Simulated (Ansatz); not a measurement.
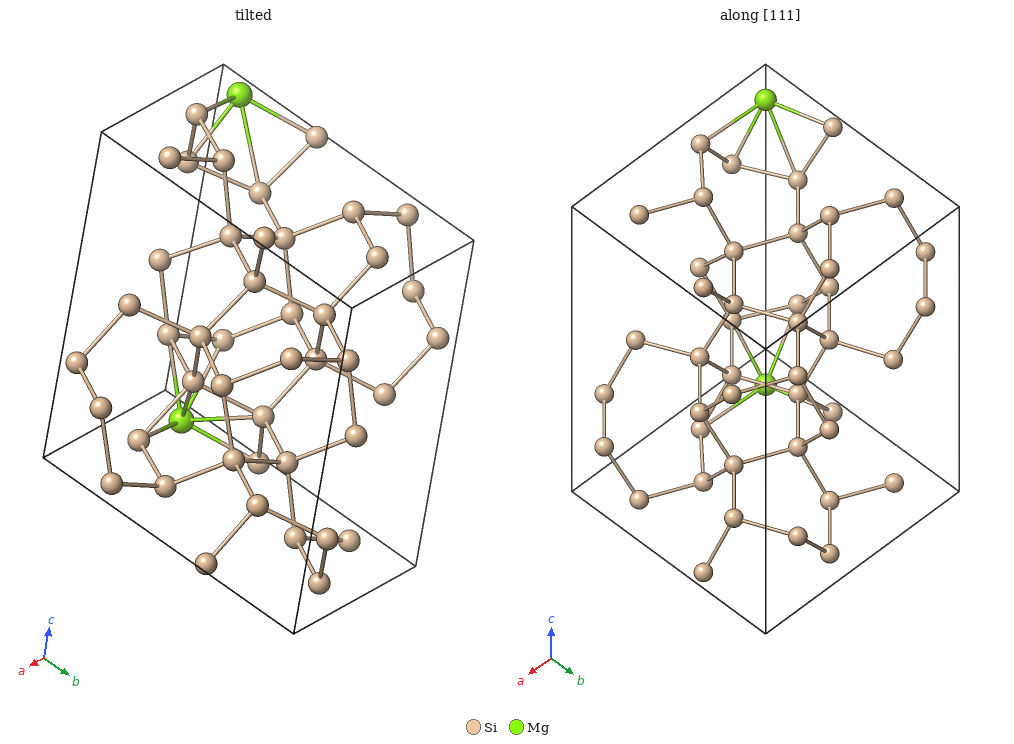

Ball-and-stick drawing of the structure, looking slightly off an axis and along [111]. The lines enclose the simulation cell; boundary atoms appear with their images.

The structure is one of MgSi$_{32}$. It belongs to space group Fmm2 (No. 42) and has a face-centred orthorhombic lattice. The cell holds 33 atoms (1 Mg, 32 Si), Z = 1. The Mg atoms are each bonded to twelve Si. The coordination, counted out to bonding distance, is Si 4 to 5 (mean 4.4). The bonds build a three-dimensional framework.

The structure was taken from a structure listed in the Materials Project, repeated into a supercell with a point defect put in. The cell was then strained or its atoms displaced on purpose. It went into a calculation with Ansatz.
